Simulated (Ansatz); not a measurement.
# CoO: a changed input and its effect

System: CoO (I4/mmm, 2 atoms in the cell).
Method of the first run: DFT PBEsol, scalar-relativistic, plane waves, PAW, spin-polarised (Ansatz 0.2.0).

The structure derives from an entry of the Crystallography Open Database. Text and figures count atoms from 1; the logs count them from 0 in places.

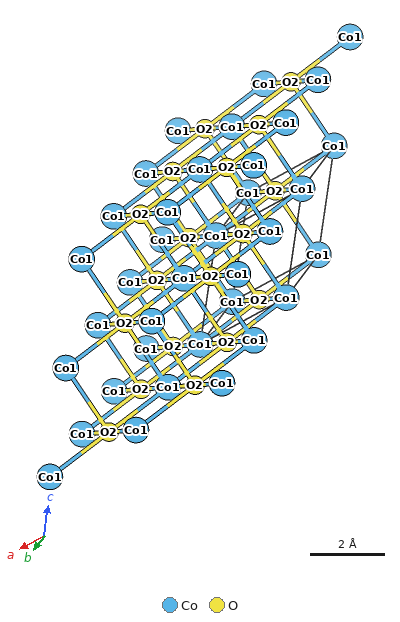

**Figure 1.** The input geometry (ball-and-stick view of the cell of the calculation, repeated 2 × 3 × 2, seen at an oblique angle; atoms are numbered from 1 in the order of the input). An atom can appear more than once, as a periodic image.

### Input file, the first run
```yaml
crystal:
  lattice:
    - [-1.5080001529, 1.5080001529, 2.1072499549]
    - [1.5080001529, -1.5080001529, 2.1072499549]
    - [1.5080001529, 1.5080001529, -2.1072499549]
  atoms:
    - { symbol: Co, position: [0.0, 0.0, 0.0], spin: 2.74 }
    - { symbol: O, position: [0.5, 0.5, 0.0], spin: 0.38 }
basis:
  ecutwfc: 420
kpoints:
  mp_grid: { grid: [8, 8, 8] }
hamiltonian:
  xc: pbesol
scf:
  occupations: { method: gaussian, width: 0.1 }
output:
  forces: true
  stress: true
  eigenvalues: true
  populations: true
magnetization:
  spin_polarized: true
```

Launched with:
```bash
ansatz run input.yaml --threads 1 --pin off --max-ram 2560MiB --backend cpu --events-out ev --progress --plain --runs-dir out
```

Hardware: 1 thread of Intel Xeon @ 2.50GHz (Skylake/Cascade Lake), 189 GiB of memory available, shared host.

### Output, shortened to warnings, some set-up lines, iterations and results (the first run)
```
Basis set: ecut = 420 eV, 339 PW (Γ), exchange–correlation on 48×48×48 points (8 copies of the dense FFT grid, shifted against one another)
Symmetry: 16 space group operations
k-points: 59 of 512
Initial density: superposition of atomic densities (chi_scale 0.1, normalization cell, long waves kept (reshape's long-wave potential 0.00 eV rms))
[...]
SCF iter   1: F=—  HF=-5651.348172 eV  |F-HF|=—  |Δ(HF+E_count)|=         —  Δρ=1.81e-1 (↑8.21e-2 ↓1.81e-1)  dr2=8.15e0  dr2_m=1.09e0  M=1.971 μB ∫|m|=1.971 μB  β_m=0.30  …
SCF iter   2: F=—  HF=-5651.211205 eV  |F-HF|=—  |Δ(HF+E_count)|=   1.37e-1  Δρ=7.45e-2 (↑3.98e-2 ↓7.45e-2)  dr2=1.64e0  dr2_m=2.28e-1  M=2.196 μB ∫|m|=2.197 μB  β_m=0.40  …
SCF iter   3: F=—  HF=-5651.545434 eV  |F-HF|=—  |Δ(HF+E_count)|=   3.34e-1  Δρ=4.32e-2 (↑3.45e-2 ↓4.32e-2)  dr2=9.92e-2  dr2_m=2.07e-1  M=2.718 μB ∫|m|=2.723 μB  β_m=0.45  …
SCF iter   4: F=—  HF=-5651.888359 eV  |F-HF|=—  |Δ(HF+E_count)|=   3.43e-1  Δρ=5.12e-2 (↑2.44e-2 ↓5.12e-2)  dr2=1.98e-1  dr2_m=1.94e-1  M=2.837 μB ∫|m|=2.845 μB  β_m=0.72  …
SCF iter   5: F=—  HF=-5652.213444 eV  |F-HF|=—  |Δ(HF+E_count)|=   3.25e-1  Δρ=1.94e-2 (↑1.94e-2 ↓1.62e-2)  dr2=5.07e-2  dr2_m=4.33e-2  M=2.912 μB ∫|m|=2.924 μB  β_m=0.76  …
SCF iter   6: F=—  HF=-5652.261491 eV  |F-HF|=—  |Δ(HF+E_count)|=   4.80e-2  Δρ=6.53e-3 (↑6.53e-3 ↓2.99e-3)  dr2=4.13e-3  dr2_m=2.77e-3  M=2.897 μB ∫|m|=2.912 μB  β_m=0.77  …
SCF iter   7: F=—  HF=-5652.263393 eV  |F-HF|=—  |Δ(HF+E_count)|=   1.90e-3  Δρ=2.42e-3 (↑2.28e-3 ↓2.42e-3)  dr2=2.17e-3  dr2_m=8.07e-5  M=2.911 μB ∫|m|=2.927 μB  β_m=0.89  …
SCF iter   8: F=—  HF=-5652.263328 eV  |F-HF|=—  |Δ(HF+E_count)|=   6.55e-5  Δρ=5.27e-4 (↑5.27e-4 ↓2.76e-4)  dr2=2.43e-5  dr2_m=2.00e-5  M=2.913 μB ∫|m|=2.929 μB  β_m=0.94  …
SCF iter   9: F=—  HF=-5652.263336 eV  |F-HF|=—  |Δ(HF+E_count)|=   8.10e-6  Δρ=6.94e-5 (↑6.94e-5 ↓2.99e-5)  dr2=4.30e-7  dr2_m=2.04e-7  M=2.914 μB ∫|m|=2.930 μB  β_m=0.97  …
SCF iter  10: F=—  HF=-5652.263336 eV  |F-HF|=—  |Δ(HF+E_count)|=   2.44e-8  Δρ=4.76e-5 (↑1.86e-5 ↓4.76e-5)  dr2=1.00e-7  dr2_m=1.49e-7  M=2.914 μB ∫|m|=2.930 μB  β_m=0.99  …
SCF iter  11: F=—  HF=-5652.263336 eV  |F-HF|=—  |Δ(HF+E_count)|=   7.08e-8  Δρ=1.74e-5 (↑1.34e-5 ↓1.74e-5)  dr2=2.90e-8  dr2_m=1.76e-8  M=2.914 μB ∫|m|=2.930 μB  β_m=0.99  …
SCF iter  12: F=-5652.263336 eV  HF=-5652.263336 eV  |F-HF|=2.17e-9  |Δ(HF+E_count)|=   1.27e-8  Δρ=1.17e-5 (↑1.43e-6 ↓1.17e-5)  dr2=6.64e-9  dr2_m=5.58e-9  M=2.914 μB …
SCF 1 converged in 12 iterations: F = -5652.263336 eV  dr2 = 6.64e-9
SCF converged after 12 iterations
Magnetization: 2.9139 μB (12.9569 up, 10.0431 down)
Absolute magnetization: 2.9300 μB (∫|ρ↑−ρ↓|, with the PAW one-centre terms)
Spin contamination: 0.0082 ħ² per cell (⟨S²⟩ above its minimum at these occupations)
Per-site moments (μB) at R_I (Å): [(2.463481870674655, 0.8692406063962499), (0.32778928218758535, 0.8692406063962499)]
Free energy (F): -5652.263336 eV
Harris-Foulkes:  -5652.263336 eV  (|F-HF|=2.17e-9)
Internal energy: -5652.242623 eV  (E = F + TS)
E sigma→0 (E₀):  -5652.252980 eV
Entropy (-TS):   -0.020712 eV (-10.356 meV/atom)
Fermi energy:    13.975044 eV
--- Per-component energies (eV) ---
  E_band       = -303.764662
  E_kinetic    = 616.846379
  E_local      = -3419.740847  (includes V_loc(G=0)·N_el)
  E_nonlocal   = 515.692510
  E_hartree    = 1401.148293
  E_xc         = -226.204684
  E_vxc        = -292.215522  (∫ρ·V_xc dr)
  E_paw        = -1638.220284  (= ΣΔE_a)
  E_vpaw       = -526.648455  (= ΣTr[D̂ρ^β])
  E_aug_tail   = 0.002443  (compensation charges beyond the density's cutoff)
  E_ewald      = -2901.990140
  E_core_change = 0.223707  (= ΣΔE_core)
  E_smearing   = -0.020712  (= −TS)
  E_closure    = 0.000000  (closes the sum)
  Σ components = -5652.263336   (vs F -5652.263336, Δ=0.00e0)
--- Forces (eV/Å), atoms counted from 1 ---
  atom   1  Co     0.00000000    -0.00000000     0.00000000
  atom   2  O     -0.00000000     0.00000000     0.00000000
  max |Σ_I F_I| component: 1.54e-31 eV/Å
--- Stress (GPa, compression-positive) ---
       -9.585202       0.000000       0.000000
        0.000000      -9.585202       0.000000
        0.000000      -0.000000      -9.519669
  P = ⅓ Tr σ = -9.5634 GPa (-95.634 kbar)
--- Löwdin populations: 2 sites ---
  site symbol       q [e]    m [muB]
     0     Co     15.9255     2.5059
     1      O      6.9463     0.4142
  spilling = 0.005574 (of n_electrons = 23.000000)
```

For the second run the input was changed thus:
```diff
-    - { symbol: Co, position: [0.0, 0.0, 0.0], spin: 2.74 }
-    - { symbol: O, position: [0.5, 0.5, 0.0], spin: 0.38 }
+    - { symbol: Co, position: [0.0, 0.0, 0.0], spin: 3.0 }
+    - { symbol: O, position: [0.5, 0.5, 0.0] }
```

What does this change do to the results?

The energy is the same within 0.01 meV per atom. The number of SCF iterations is the same.

### Output, shortened to warnings, some set-up lines, iterations and results (the second run)
```
Basis set: ecut = 420 eV, 339 PW (Γ), exchange–correlation on 48×48×48 points (8 copies of the dense FFT grid, shifted against one another)
Symmetry: 16 space group operations
k-points: 59 of 512
Initial density: superposition of atomic densities (chi_scale 0.1, normalization cell, long waves kept (reshape's long-wave potential 0.00 eV rms))
[...]
SCF iter   1: F=—  HF=-5651.506622 eV  |F-HF|=—  |Δ(HF+E_count)|=         —  Δρ=1.84e-1 (↑4.95e-2 ↓1.84e-1)  dr2=6.19e0  dr2_m=1.30e0  M=2.099 μB ∫|m|=2.099 μB  β_m=0.30  …
SCF iter   2: F=—  HF=-5651.999172 eV  |F-HF|=—  |Δ(HF+E_count)|=   4.93e-1  Δρ=4.55e-2 (↑2.97e-2 ↓4.55e-2)  dr2=4.63e-1  dr2_m=1.09e-1  M=2.774 μB ∫|m|=2.775 μB  β_m=0.32  …
SCF iter   3: F=—  HF=-5652.179652 eV  |F-HF|=—  |Δ(HF+E_count)|=   1.80e-1  Δρ=3.29e-2 (↑2.33e-2 ↓3.29e-2)  dr2=6.42e-2  dr2_m=8.90e-2  M=2.883 μB ∫|m|=2.886 μB  β_m=0.59  …
SCF iter   4: F=—  HF=-5652.226536 eV  |F-HF|=—  |Δ(HF+E_count)|=         —  Δρ=1.81e-2 (↑7.21e-3 ↓1.81e-2)  dr2=7.00e-2  dr2_m=1.57e-2  M=2.831 μB ∫|m|=2.839 μB  β_m=0.59  …
SCF iter   5: F=—  HF=-5652.253693 eV  |F-HF|=—  |Δ(HF+E_count)|=   2.72e-2  Δρ=2.42e-2 (↑1.40e-2 ↓2.42e-2)  dr2=1.20e-1  dr2_m=2.39e-2  M=2.936 μB ∫|m|=2.948 μB  β_m=0.46  …
SCF iter   6: F=—  HF=-5652.248515 eV  |F-HF|=—  |Δ(HF+E_count)|=   5.18e-3  Δρ=8.69e-3 (↑7.43e-3 ↓8.69e-3)  dr2=9.25e-3  dr2_m=7.98e-3  M=2.903 μB ∫|m|=2.915 μB  β_m=0.47  …
SCF iter   7: F=—  HF=-5652.262402 eV  |F-HF|=—  |Δ(HF+E_count)|=   1.39e-2  Δρ=6.30e-3 (↑2.06e-3 ↓6.30e-3)  dr2=3.96e-3  dr2_m=1.71e-3  M=2.903 μB ∫|m|=2.917 μB  β_m=0.55  …
SCF iter   8: F=—  HF=-5652.263330 eV  |F-HF|=—  |Δ(HF+E_count)|=   9.28e-4  Δρ=1.44e-3 (↑1.09e-3 ↓1.44e-3)  dr2=9.79e-5  dr2_m=2.63e-4  M=2.913 μB ∫|m|=2.929 μB  β_m=0.76  …
SCF iter   9: F=—  HF=-5652.263308 eV  |F-HF|=—  |Δ(HF+E_count)|=   2.23e-5  Δρ=3.54e-4 (↑2.45e-4 ↓3.54e-4)  dr2=1.75e-5  dr2_m=1.17e-5  M=2.914 μB ∫|m|=2.930 μB  β_m=0.77  …
SCF iter  10: F=—  HF=-5652.263335 eV  |F-HF|=—  |Δ(HF+E_count)|=   2.70e-5  Δρ=7.69e-5 (↑4.62e-5 ↓7.69e-5)  dr2=1.49e-6  dr2_m=1.94e-7  M=2.914 μB ∫|m|=2.930 μB  β_m=0.88  …
SCF iter  11: F=—  HF=-5652.263336 eV  |F-HF|=—  |Δ(HF+E_count)|=   1.13e-6  Δρ=1.69e-5 (↑2.65e-6 ↓1.69e-5)  dr2=1.15e-8  dr2_m=1.40e-8  M=2.914 μB ∫|m|=2.930 μB  β_m=0.94  …
SCF iter  12: F=-5652.263336 eV  HF=-5652.263336 eV  |F-HF|=3.25e-9  |Δ(HF+E_count)|=   2.33e-8  Δρ=4.06e-6 (↑2.99e-6 ↓4.06e-6)  dr2=3.42e-9  dr2_m=8.93e-10  M=2.914 μB …
SCF 1 converged in 12 iterations: F = -5652.263336 eV  dr2 = 3.42e-9
SCF converged after 12 iterations
Magnetization: 2.9139 μB (12.9570 up, 10.0430 down)
Absolute magnetization: 2.9300 μB (∫|ρ↑−ρ↓|, with the PAW one-centre terms)
Spin contamination: 0.0082 ħ² per cell (⟨S²⟩ above its minimum at these occupations)
Per-site moments (μB) at R_I (Å): [(2.4635130208683957, 0.8692406063962499), (0.3277990672931831, 0.8692406063962499)]
Free energy (F): -5652.263336 eV
Harris-Foulkes:  -5652.263336 eV  (|F-HF|=3.25e-9)
Internal energy: -5652.242623 eV  (E = F + TS)
E sigma→0 (E₀):  -5652.252980 eV
Entropy (-TS):   -0.020712 eV (-10.356 meV/atom)
Fermi energy:    13.975056 eV
--- Per-component energies (eV) ---
  E_band       = -303.765011
  E_kinetic    = 616.846625
  E_local      = -3419.739760  (includes V_loc(G=0)·N_el)
  E_nonlocal   = 515.692205
  E_hartree    = 1401.147151
  E_xc         = -226.204742
  E_vxc        = -292.215596  (∫ρ·V_xc dr)
  E_paw        = -1638.220112  (= ΣΔE_a)
  E_vpaw       = -526.647808  (= ΣTr[D̂ρ^β])
  E_aug_tail   = 0.002443  (compensation charges beyond the density's cutoff)
  E_ewald      = -2901.990140
  E_core_change = 0.223707  (= ΣΔE_core)
  E_smearing   = -0.020712  (= −TS)
  E_closure    = -0.000000  (closes the sum)
  Σ components = -5652.263336   (vs F -5652.263336, Δ=0.00e0)
--- Forces (eV/Å), atoms counted from 1 ---
  atom   1  Co    -0.00000000     0.00000000    -0.00000000
  atom   2  O     -0.00000000    -0.00000000     0.00000000
  max |Σ_I F_I| component: 3.94e-31 eV/Å
--- Stress (GPa, compression-positive) ---
       -9.584826       0.000000       0.000000
        0.000000      -9.584826       0.000000
       -0.000000       0.000000      -9.519882
  P = ⅓ Tr σ = -9.5632 GPa (-95.632 kbar)
--- Löwdin populations: 2 sites ---
  site symbol       q [e]    m [muB]
     0     Co     15.9254     2.5059
     1      O      6.9464     0.4142
  spilling = 0.005574 (of n_electrons = 23.000000)
```

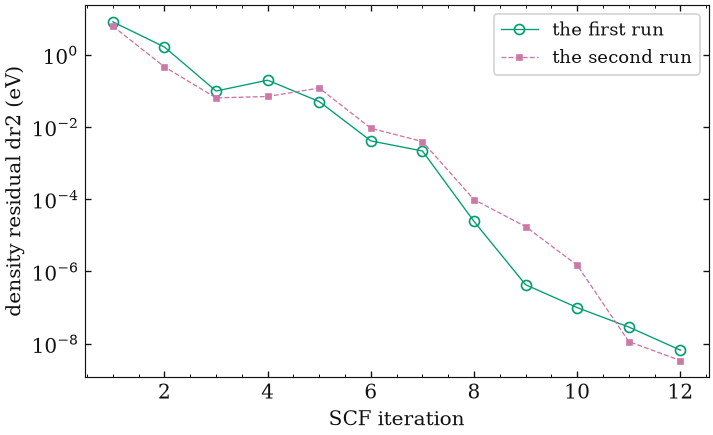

**Figure 2.** Convergence of the two runs: density residual dr2 against the SCF iteration. The first run takes 12 iterations in all, and the second run takes 12.

### The two runs side by side

```tsv
quantity	the first run	the second run
outcome	converged	converged
free energy per atom (eV)	−2826.1317	−2826.1317
energy per atom, smearing taken to zero (eV)	−2826.1265	−2826.1265
gap on the mesh (eV)	0.00	0.00
net moment of the cell (μB)	2.91	2.91
absolute moment of the cell (μB)	2.93	2.93
pressure (GPa)	−9.56	−9.56
largest force (eV/Å)	0.000	0.000
SCF iterations	12	12
irreducible k-points	59	59
plane waves at Γ	339	339
wall time (shared host)	9.6 s	9.4 s
```

For both runs: The cell is under a tension of 9.6 GPa at this level, so it is not at its equilibrium volume.
